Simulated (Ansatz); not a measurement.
The calculation's input:

```
crystal:
  lattice:
    - [4.0581567082, 0.0, 0.0]
    - [-2.0290783541, 3.5144668018, 0.0]
    - [0.0, 0.0, 25.8792557806]
  atoms:
    - { symbol: Ge, position: [0.3333333333, 0.6666666667, 0.2898074065] }
    - { symbol: Ge, position: [0.6666666667, 0.3333333333, 0.3222837459] }
    - { symbol: Ge, position: [0.6666666667, 0.3333333333, 0.4191103557] }
    - { symbol: Ge, position: [0.3333333333, 0.6666666667, 0.4515866951] }
    - { symbol: Ge, position: [0.3333333333, 0.6666666667, 0.5484133049] }
    - { symbol: Ge, position: [0.6666666667, 0.3333333333, 0.5808896443] }
    - { symbol: Ge, position: [0.6666666667, 0.3333333333, 0.6777162541] }
    - { symbol: Ge, position: [0.3333333333, 0.6666666667, 0.7101925935] }
basis:
  ecutwfc: 420
kpoints:
  mp_grid: { grid: [9, 9, 1] }
hamiltonian:
  xc: pbe
scf:
  occupations: { method: gaussian, width: 0.1 }
output:
  forces: true
  stress: true
  eigenvalues: true
  write_density: true
  write_potential: true
  elf: true
  volumetric_format: npy
efield:
  axis: 3
  dipole_correction: true
  ramp_width: 0.04
```

Launched as:

```sh
ansatz run input.yaml --threads 1 --pin off --max-ram 2560MiB --backend cpu --events-out ev --progress --plain --runs-dir out
```

Computed with DFT PBE, scalar-relativistic, plane waves, PAW (Ansatz).

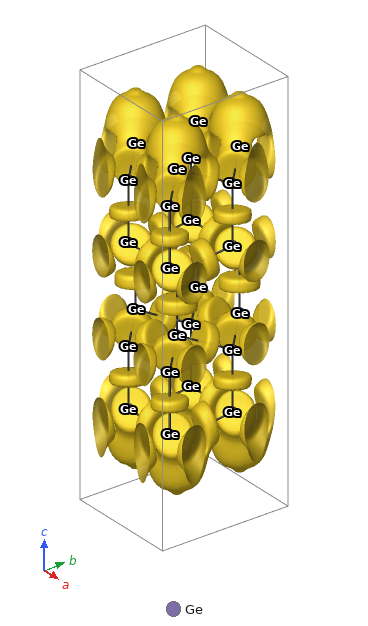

Ge (slab). Isosurface of the electron localisation function at 0.55 (yellow), seen slightly off an axis. Only the valence region is drawn (cores and ρ < 0.01 e/Å³ removed). Sticks mark near contacts.

Core electrons are frozen (PAW), and the valence fields are smoothed inside the atomic spheres.

Identify the bonds, lone pairs and shells in this picture.

At this value the surface marks out nine regions between bonded Ge–Ge atoms and two regions wrapped around Ge (the valence shell of each), counted in one cell of 8 atoms. Counts are for one cell; the picture repeats the cell along the surface. Along the contacts the grid gives the following. Ge–Ge (2.49 Å): the ELF peaks at about 0.75 between the atoms.

Does the calculation make it a metal, or give it a gap?

It is metallic or semimetallic at this level of theory: no gap opens.
